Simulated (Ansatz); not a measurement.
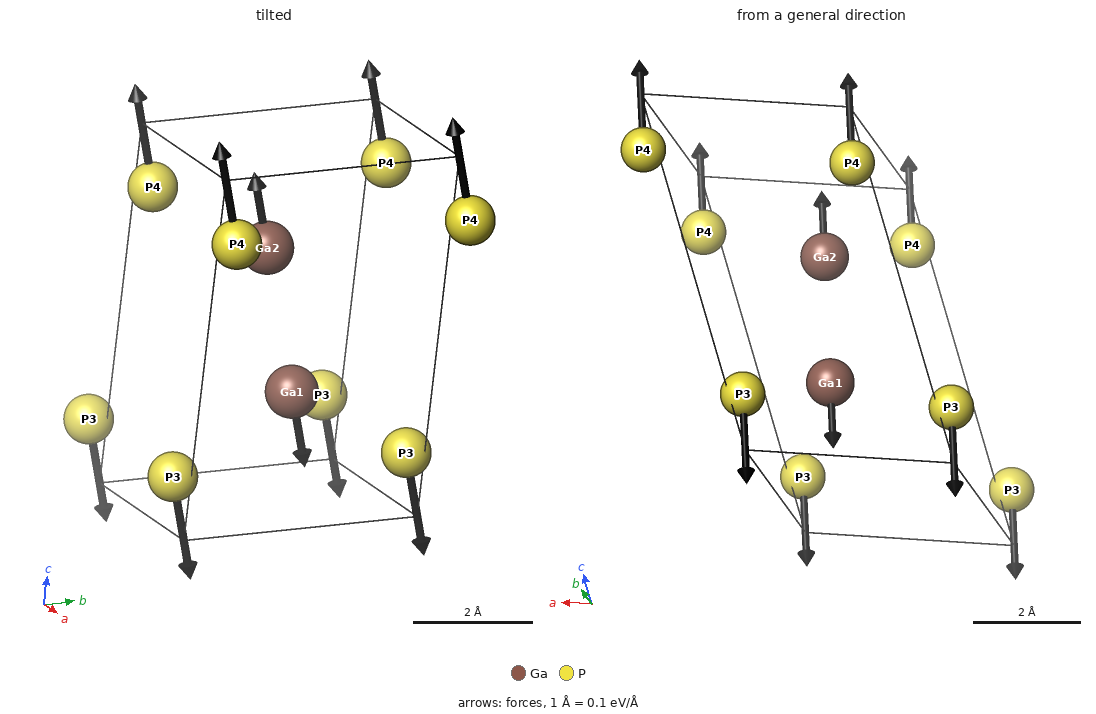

Structure drawing (spheres-only), viewed slightly off an axis and from a general direction. Atoms at the boundary of the cell (the run's own, in a reduced setting) (the box) are drawn once for each face, edge or corner they touch. The arrows are the computed forces on the atoms.

System: GaP. Run with DFT LDA, scalar-relativistic, plane waves, PAW in Ansatz and these settings: a cutoff energy of 420 eV, k-points about 0.15 Å⁻¹ apart, Gaussian smearing of 0.05 eV, no spin polarisation.

Q: Are the forces small enough to call this converged?

A: No. The atoms still feel forces of up to about 0.15 eV/Å, above a usual threshold of 0.01 to 0.03 eV/Å.

Q: Which atom is furthest from force balance?

A: P3 and P4, about 0.15 eV/Å.

Q: On average, how strongly is each element pushed?

A: Mean magnitudes: about Ga 0.094 eV/Å, P 0.15 eV/Å.

It goes back to a structure listed in the Materials Project. The cell was then strained or its atoms displaced on purpose. An electronic-structure calculation with Ansatz was run on it.
